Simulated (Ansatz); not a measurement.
## Electronic structure of Sn2Ge in real space

```cif
data_structure
_symmetry_space_group_name_H-M 'P 1'
_symmetry_Int_Tables_number 1
_cell_length_a 4.4948
_cell_length_b 4.4948
_cell_length_c 19.1763
_cell_angle_alpha 90.000
_cell_angle_beta 90.000
_cell_angle_gamma 90.000
_cell_volume 387.41
loop_
_atom_site_label
_atom_site_type_symbol
_atom_site_fract_x
_atom_site_fract_y
_atom_site_fract_z
_atom_site_occupancy
Sn1 Sn 0.50000 0.50000 0.17048 1
Sn2 Sn 0.00000 0.00000 0.67048 1
Sn3 Sn 0.00000 0.00000 0.32952 1
Sn4 Sn 0.50000 0.50000 0.82952 1
Sn5 Sn 0.50000 0.00000 0.07952 1
Sn6 Sn 0.00000 0.50000 0.57952 1
Sn7 Sn 0.50000 0.00000 0.42048 1
Sn8 Sn 0.00000 0.50000 0.92048 1
Ge1 Ge 0.00000 0.00000 0.00000 1
Ge2 Ge 0.50000 0.50000 0.50000 1
Ge3 Ge 0.00000 0.50000 0.25000 1
Ge4 Ge 0.50000 0.00000 0.75000 1
```

Space group I4₁/amd; a structure generated by program, which may or may not match a known phase.

Theory: DFT PBE, scalar-relativistic, plane waves, PAW (Ansatz).

The density is the valence pseudo-density of a PAW calculation; it isn't the true density close to the nuclei.

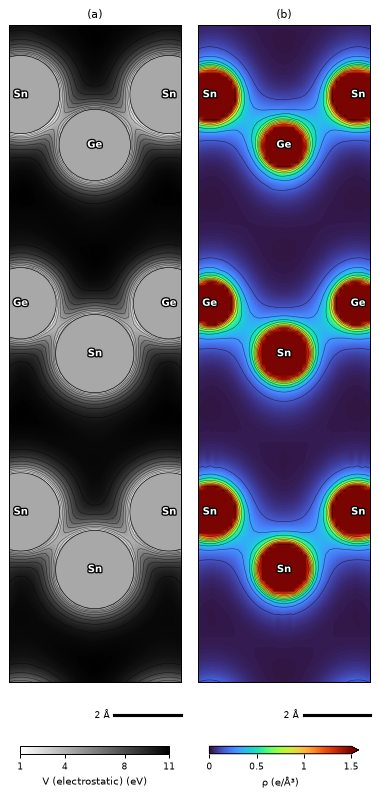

Figure 1. (a) electrostatic potential energy of an electron; (b) valence electron density on the (010) plane of the conventional cell. Grey discs cover the atomic cores in the potential map.

Read the bonding off the picture.

- The plane passes through Sn and Ge nuclei.
- Sn–Ge (2.72 Å): ρ is about 0.38 e/Å³ halfway.
- Sn–Sn (2.84 Å): ρ at the midpoint is about 0.35 e/Å³.
- Between the atoms the lowest density in this plane is 0.005 e/Å³.
- Outside the cores the potential energy rises away from the atoms and is highest about 2.7 Å from the nearest atoms; its zero is arbitrary.

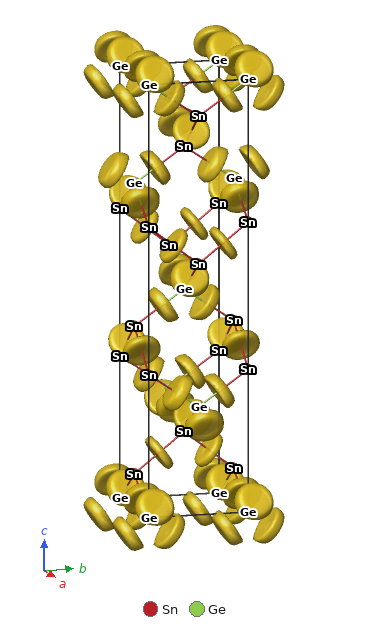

Figure 2. Isosurface of the electron localisation function at 0.55 (yellow), seen slightly off an axis. Core shells and regions of very low density are left out. Sticks mark near contacts.

Describe the localisation domains.

At this value the surface marks out 16 regions between bonded Ge–Sn atoms and eight regions between bonded Sn–Sn atoms, counted in one cell of 12 atoms. Regions shared between cells count once. Profiles from the grid: Sn–Ge (2.72 Å): the ELF peaks at about 0.70 between the atoms. Sn–Sn (2.84 Å): the ELF peaks at about 0.65 between the atoms.

Does the calculation make it a metal, or give it a gap?

It is gapless in this calculation (a metal or semimetal).

How much charge does the calculation move between the atoms?

Electrons move from Sn towards Ge. Bader charges: Sn +0.14 and Ge −0.29 e.
